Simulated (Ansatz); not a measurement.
## What a change does: single-point calculation on KNbO₃

System: KNbO₃ (Pm-3m, 5 atoms in the cell).
Method of run A: DFT, PBE, plane waves, PAW, no spin polarisation (Ansatz 0.2.0).

The structure was built on a prototype by a generator; it need not be a known phase. The geometry comes from this level: PBE. Text and figures count atoms from 1; the logs count them from 0 in places.

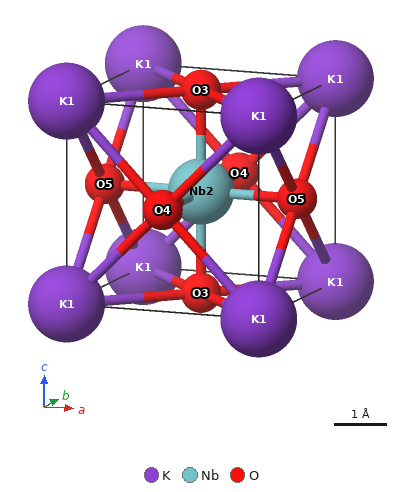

The structure as given in the input (ball-and-stick view of the cell of the calculation, seen slightly off an axis; atoms are numbered from 1 in the order of the input).

## The input, run A
```yaml
crystal:
  lattice:
    - [4.0263406469, 0.0, 0.0]
    - [0.0, 4.0263406469, 0.0]
    - [0.0, 0.0, 4.0263406469]
  atoms:
    - { symbol: K, position: [0.0, 0.0, 0.0] }
    - { symbol: Nb, position: [0.5, 0.5, 0.5] }
    - { symbol: O, position: [0.5, 0.5, 0.0] }
    - { symbol: O, position: [0.5, 0.0, 0.5] }
    - { symbol: O, position: [0.0, 0.5, 0.5] }
kpoints:
  mp_grid: { grid: [6, 6, 6] }
hamiltonian:
  xc: pbe
scf:
  occupations: { method: fixed }
  n_extra_bands: 5
output:
  forces: true
  stress: true
  eigenvalues: true
```

Launched with:
```bash
ansatz run input.yaml --threads 2 --pin off --max-ram 3686MiB --backend cpu --events-out ev --progress --plain --runs-dir out
```

Hardware: 2 threads of Arm Neoverse N1, 98 GiB of memory available, shared host.

## Output, shortened to warnings, some set-up lines, iterations and results (run A)
```
Basis set: ecut = 420 eV, 1309 PW (Γ), exchange–correlation on 54×54×54 points (8 copies of the dense FFT grid, shifted against one another)
Symmetry: 48 space group operations
k-points: 20 of 216
Initial density: superposition of atomic densities (neutral atoms: chi_scale 0, normalization atom), corrected by the library's trained network
[...]
SCF iter   1: F=—  HF=-7797.524037 eV  |F-HF|=—  |Δ(HF+E_count)|=         —  Δρ=1.21e-3  dr2=2.11e-4  ethr=1.77e-3  ⟨swp⟩=4.3  Hψ=2076  notcnv=0  defer=48
SCF iter   2: F=—  HF=-7797.524488 eV  |F-HF|=—  |Δ(HF+E_count)|=   4.52e-4  Δρ=6.48e-4  dr2=7.57e-5  ethr=5.29e-7  ⟨swp⟩=2.1  Hψ=1115  notcnv=0  defer=54
SCF iter   3: F=—  HF=-7797.525462 eV  |F-HF|=—  |Δ(HF+E_count)|=   9.74e-4  Δρ=2.66e-4  dr2=4.88e-5  ethr=1.89e-7  ⟨swp⟩=2.4  Hψ=918  notcnv=0  defer=48
SCF iter   4: F=—  HF=-7797.525453 eV  |F-HF|=—  |Δ(HF+E_count)|=   9.42e-6  Δρ=4.55e-5  dr2=1.14e-6  ethr=1.22e-7  ⟨swp⟩=2.2  Hψ=647  notcnv=0  defer=47
SCF iter   5: F=—  HF=-7797.525453 eV  |F-HF|=—  |Δ(HF+E_count)|=   5.17e-7  Δρ=1.81e-5  dr2=2.88e-7  ethr=2.85e-9  ⟨swp⟩=2.0  Hψ=852  notcnv=0  defer=47
SCF iter   6: F=—  HF=-7797.525453 eV  |F-HF|=—  |Δ(HF+E_count)|=   7.74e-8  Δρ=1.07e-5  dr2=1.20e-7  ethr=2.50e-10  ⟨swp⟩=9.6  Hψ=2254  notcnv=0
SCF iter   7: F=-7797.525453 eV  HF=-7797.525453 eV  |F-HF|=5.85e-9  |Δ(HF+E_count)|=   5.45e-9  Δρ=3.06e-6  dr2=9.32e-9  ethr=2.50e-10  ⟨swp⟩=3.9  Hψ=1469  notcnv=0
SCF 1 converged in 7 iterations: F = -7797.525453 eV  dr2 = 9.32e-9
SCF converged after 7 iterations
Free energy (F): -7797.525453 eV
Harris-Foulkes:  -7797.525453 eV  (|F-HF|=5.85e-9)
Internal energy: -7797.525453 eV  (E = F + TS)
E sigma→0 (E₀):  -7797.525453 eV
Fermi energy:    8.156856 eV
--- Per-component energies (eV) ---
  E_band       = -231.322124
  E_kinetic    = 1173.424556
  E_local      = -2399.253821  (includes V_loc(G=0)·N_el)
  E_nonlocal   = 269.972745
  E_hartree    = 813.529515
  E_xc         = -533.397874
  E_vxc        = -661.937022  (∫ρ·V_xc dr)
  E_paw        = -4327.126270  (= ΣΔE_a)
  E_vpaw       = -240.596228  (= ΣTr[D̂ρ^β])
  E_aug_tail   = 0.007235  (compensation charges beyond the density's cutoff)
  E_ewald      = -2794.681540
  E_smearing   = -0.000000  (= −TS)
  E_closure    = 0.000000  (closes the sum)
  Σ components = -7797.525453   (vs F -7797.525453, Δ=0.00e0)
--- Forces (eV/Å), atoms counted from 1 ---
  atom   1  K     -0.00000000    -0.00000000    -0.00000000
  atom   2  Nb     0.00000000    -0.00000000     0.00000000
  atom   3  O      0.00000000    -0.00000000     0.00000000
  atom   4  O      0.00000000    -0.00000000     0.00000000
  atom   5  O      0.00000000    -0.00000000     0.00000000
  max |Σ_I F_I| component: 4.71e-29 eV/Å
--- Stress (GPa, compression-positive) ---
        0.008203      -0.000000       0.000000
       -0.000000       0.008203       0.000000
        0.000000       0.000000       0.008203
  P = ⅓ Tr σ = 0.0082 GPa (0.082 kbar)
```

For run B the input was changed thus:
```diff
-    - [4.0263406469, 0.0, 0.0]
-    - [0.0, 4.0263406469, 0.0]
-    - [0.0, 0.0, 4.0263406469]
+    - [4.0662079986, 0.0, 0.0]
+    - [0.0, 4.0662079986, 0.0]
+    - [0.0, 0.0, 4.0662079986]
```

Predict how the results change.

With the same functional and potentials, run B lies 6.0 meV per atom higher. The gap on the mesh goes from 1.53 to 1.47 eV. The pressure goes from 0.01 to −4.85 GPa. The volume per atom goes from 13.05 to 13.45 Å³. The cell is scaled evenly with the atoms at fixed fractional positions, so −ΔP/Δ ln V estimates the bulk modulus midway between the two volumes: about 160 GPa. The SCF takes 6 iterations against 7. The plane waves at Γ go from 1309 to 1357.

## Output, shortened to warnings, some set-up lines, iterations and results (run B)
```
Basis set: ecut = 420 eV, 1357 PW (Γ), exchange–correlation on 60×60×60 points (8 copies of the dense FFT grid, shifted against one another)
Symmetry: 48 space group operations
k-points: 20 of 216
Initial density: superposition of atomic densities (neutral atoms: chi_scale 0, normalization atom), corrected by the library's trained network
[...]
SCF iter   1: F=—  HF=-7797.494767 eV  |F-HF|=—  |Δ(HF+E_count)|=         —  Δρ=1.21e-3  dr2=2.77e-4  ethr=1.77e-3  ⟨swp⟩=4.2  Hψ=2071  notcnv=0  defer=48
SCF iter   2: F=—  HF=-7797.495112 eV  |F-HF|=—  |Δ(HF+E_count)|=   3.45e-4  Δρ=6.36e-4  dr2=8.25e-5  ethr=6.93e-7  ⟨swp⟩=2.1  Hψ=1111  notcnv=0  defer=53
SCF iter   3: F=—  HF=-7797.495214 eV  |F-HF|=—  |Δ(HF+E_count)|=   1.02e-4  Δρ=6.69e-5  dr2=3.52e-6  ethr=2.06e-7  ⟨swp⟩=2.0  Hψ=816  notcnv=0  defer=44
SCF iter   4: F=—  HF=-7797.495215 eV  |F-HF|=—  |Δ(HF+E_count)|=   9.34e-7  Δρ=8.97e-5  dr2=5.68e-6  ethr=8.80e-9  ⟨swp⟩=2.0  Hψ=878  notcnv=0  defer=41
SCF iter   5: F=—  HF=-7797.495214 eV  |F-HF|=—  |Δ(HF+E_count)|=   9.83e-7  Δρ=1.19e-5  dr2=1.50e-7  ethr=8.80e-9  ⟨swp⟩=2.0  Hψ=720  notcnv=0  defer=42
SCF iter   6: F=-7797.495214 eV  HF=-7797.495214 eV  |F-HF|=5.43e-8  |Δ(HF+E_count)|=   1.82e-9  Δρ=8.46e-6  dr2=7.34e-8  ethr=2.50e-10  ⟨swp⟩=9.5  Hψ=2292  notcnv=0
SCF 1 converged in 6 iterations: F = -7797.495214 eV  dr2 = 7.34e-8
SCF converged after 6 iterations
Free energy (F): -7797.495214 eV
Harris-Foulkes:  -7797.495214 eV  (|F-HF|=5.43e-8)
Internal energy: -7797.495214 eV  (E = F + TS)
E sigma→0 (E₀):  -7797.495214 eV
Fermi energy:    7.768623 eV
--- Per-component energies (eV) ---
  E_band       = -246.685593
  E_kinetic    = 1169.809973
  E_local      = -2435.756669  (includes V_loc(G=0)·N_el)
  E_nonlocal   = 269.801577
  E_hartree    = 825.054364
  E_xc         = -532.411867
  E_vxc        = -660.597591  (∫ρ·V_xc dr)
  E_paw        = -4326.718990  (= ΣΔE_a)
  E_vpaw       = -240.061451  (= ΣTr[D̂ρ^β])
  E_aug_tail   = 0.007335  (compensation charges beyond the density's cutoff)
  E_ewald      = -2767.280937
  E_smearing   = -0.000000  (= −TS)
  E_closure    = 0.000000  (closes the sum)
  Σ components = -7797.495214   (vs F -7797.495214, Δ=0.00e0)
--- Forces (eV/Å), atoms counted from 1 ---
  atom   1  K     -0.00000000     0.00000000     0.00000000
  atom   2  Nb     0.00000000    -0.00000000     0.00000000
  atom   3  O      0.00000000     0.00000000     0.00000000
  atom   4  O      0.00000000    -0.00000000    -0.00000000
  atom   5  O      0.00000000    -0.00000000     0.00000000
  max |Σ_I F_I| component: 1.07e-28 eV/Å
--- Stress (GPa, compression-positive) ---
       -4.850024      -0.000000       0.000000
        0.000000      -4.850024       0.000000
        0.000000       0.000000      -4.850024
  P = ⅓ Tr σ = -4.8500 GPa (-48.500 kbar)
```

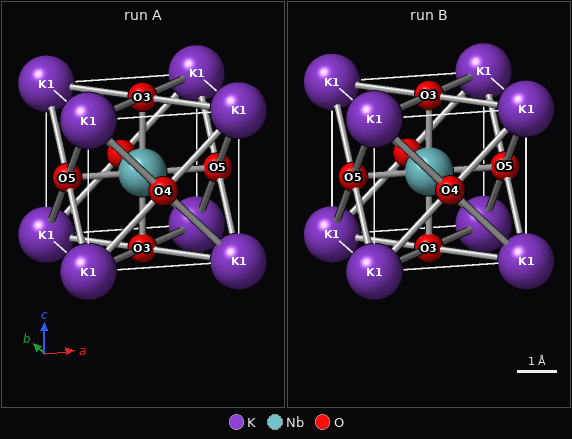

The two input geometries at one scale (ball-and-stick view of the cell of the calculation, seen slightly off an axis). No atom moves by more than 0.005 Å relative to the cell. Cell: a = b = c 4.026 → 4.066 Å (+1.0 %). Volume +3.0 %. Among the contacts that change: K–O 2.847 → 2.875 Å, Nb–O 2.013 → 2.033 Å.

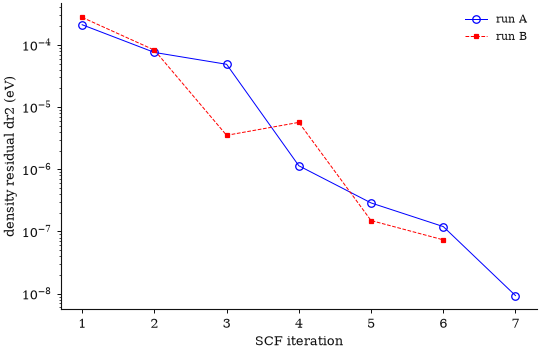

Convergence of the two runs: density residual dr2 against the SCF iteration. Run A takes 7 iterations in all, and run B takes 6.

## The two runs side by side

```tsv
quantity	run A	run B
outcome	converged	converged
free energy per atom (eV)	−1559.5051	−1559.4990
gap on the mesh (eV)	1.53	1.47
pressure (GPa)	0.01	−4.85
volume per atom (Å³)	13.05	13.45
largest force (eV/Å)	0.000	0.000
SCF iterations	7	6
irreducible k-points	20	20
plane waves at Γ	1309	1357
wall time (shared host)	2.1 s	2 s
```
